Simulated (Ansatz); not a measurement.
Al7Ru8 (slab)

```cif
data_structure
_symmetry_space_group_name_H-M 'P 1'
_symmetry_Int_Tables_number 1
_cell_length_a 4.2181
_cell_length_b 4.2181
_cell_length_c 27.0541
_cell_angle_alpha 90.000
_cell_angle_beta 90.000
_cell_angle_gamma 120.000
_cell_volume 416.86
loop_
_atom_site_label
_atom_site_type_symbol
_atom_site_fract_x
_atom_site_fract_y
_atom_site_fract_z
_atom_site_occupancy
Ru1 Ru 0.33333 0.66667 0.28425 1
Al1 Al 0.66667 0.33333 0.31031 1
Ru2 Ru 0.00000 0.00000 0.33757 1
Al2 Al 0.33333 0.66667 0.37469 1
Ru3 Ru 0.66667 0.33333 0.40463 1
Al3 Al 0.00000 0.00000 0.43508 1
Ru4 Ru 0.33333 0.66667 0.46811 1
Al4 Al 0.66667 0.33333 0.50000 1
Ru5 Ru 0.00000 0.00000 0.53189 1
Al5 Al 0.33333 0.66667 0.56492 1
Ru6 Ru 0.66667 0.33333 0.59537 1
Al6 Al 0.00000 0.00000 0.62531 1
Ru7 Ru 0.33333 0.66667 0.66243 1
Al7 Al 0.66667 0.33333 0.68969 1
Ru8 Ru 0.00000 0.00000 0.71575 1
```

Computed without spin polarisation.

Computed with Ansatz 0.2.0, DFT r2SCAN, scalar-relativistic, plane waves, PAW.

Q: What will maps of the valence pseudo-density and electron localisation function show?

A: Al–Ru (2.45 Å): the density is about 0.48 e/Å³ at the midpoint; the ELF is about 0.45 at the midpoint.
Ru–Ru (2.83 Å): ρ is about 0.34 e/Å³ halfway; the ELF is about 0.35 at the midpoint.
Al–Ru (2.53 Å): the density is about 0.4 e/Å³ at the midpoint; the ELF is about 0.40 at the midpoint.
Al–Ru (2.55 Å): the density is about 0.39 e/Å³ at the midpoint; the ELF is about 0.40 at the midpoint.

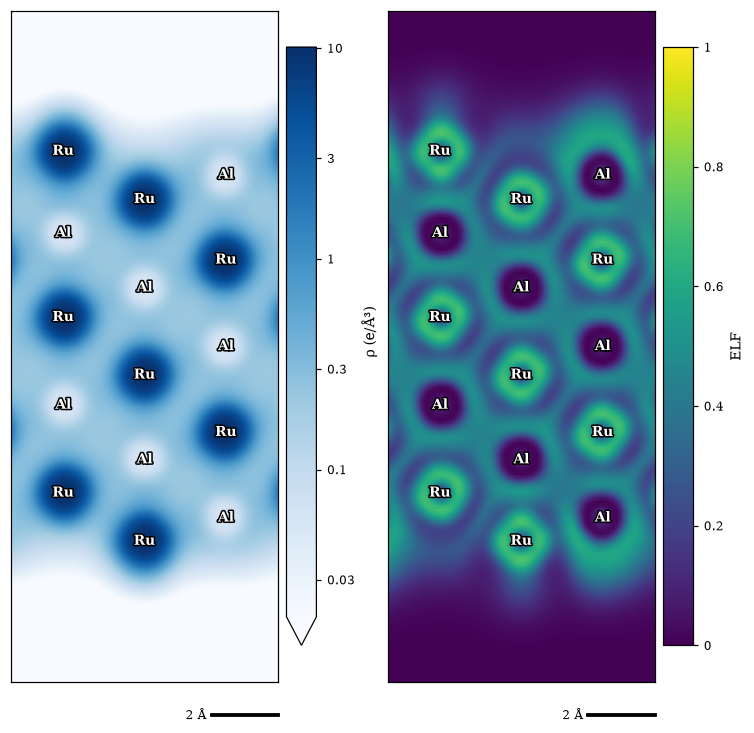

Computed valence pseudo-density and electron localisation function on the (110) plane of the calculation cell, a cut from vacuum to vacuum, in this order. 

The density is the valence pseudo-density of a PAW calculation; it isn't the true density close to the nuclei.
